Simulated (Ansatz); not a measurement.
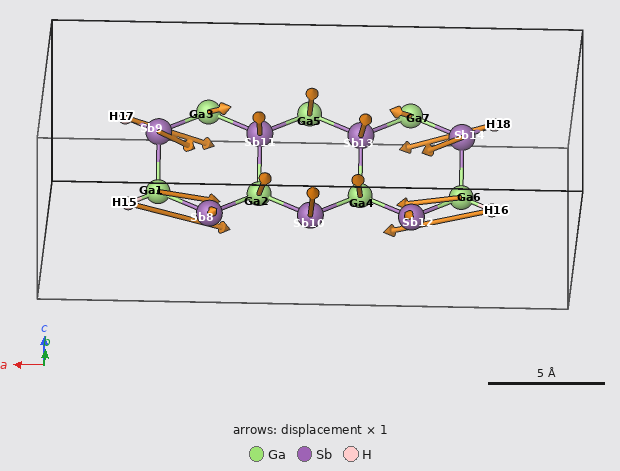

This is a relaxation of a wire of composition Ga$_{7}$Sb$_{7}$H$_{4}$. The starting structure is drawn; orange arrows show the displacements (the part carried along by the change of the cell is left out), at their true length.

The picture is a ball-and-stick view of the cell of the calculation, with the vacuum cut short, seen from a free direction.

Case: armchair ribbon, 7 formula units a period, edges capped with H.

Computed with DFT PBE, scalar-relativistic, plane waves, PAW (Ansatz 0.2.0). Set-up: plane-wave cutoff 420 eV; k-point mesh 1 × 1 × 5; occupations gaussian; smearing width 0.05 eV; no spin polarisation; cell relaxed at fixed a, b, alpha, beta, gamma; force threshold 0.02 eV/Å; at most 45 steps.

Question: What did the optimiser do to the structure, and how much energy did it gain?

Answer: The largest moves relative to the layer's centre, 5.40 Å, are those of H15 and H16. By element the largest moves are H 5.40 Å, Ga 3.00 Å, Sb 2.85 Å. Along the periodic axis the drawn cell goes c 7.579 → 7.365 Å (−2.8 %). Some distances before and after: Ga3–Sb9 2.621 → 2.669 Å, Sb14–H18 1.710 → 1.727 Å, Ga2–Sb10 2.621 → 2.635 Å, Ga2–Sb11 2.621 → 2.631 Å. Among the angles between lasting bonds that change: Ga7–Sb14–H18 113.2° → 93.2°, Ga4–Sb12–Ga6 113.2° → 93.4°, Ga2–Sb10–Ga4 113.2° → 96.0°. The energy falls by 1.408 eV per cell of the calculation in 39 accepted moves (44 points after the start). The largest force component goes from 0.37 to 0.0083 eV/Å. The line search rejected the trial steps at points 16, 23, 30, 37 of the run. At 1 point the geometry stayed and the basis and grid were re-selected for the new cell (energy shift of 3.6 meV per cell of the calculation at most each time). Cost: 21 min on 4 threads of Arm Neoverse V2 (shared host), peak memory 3.2 GiB.
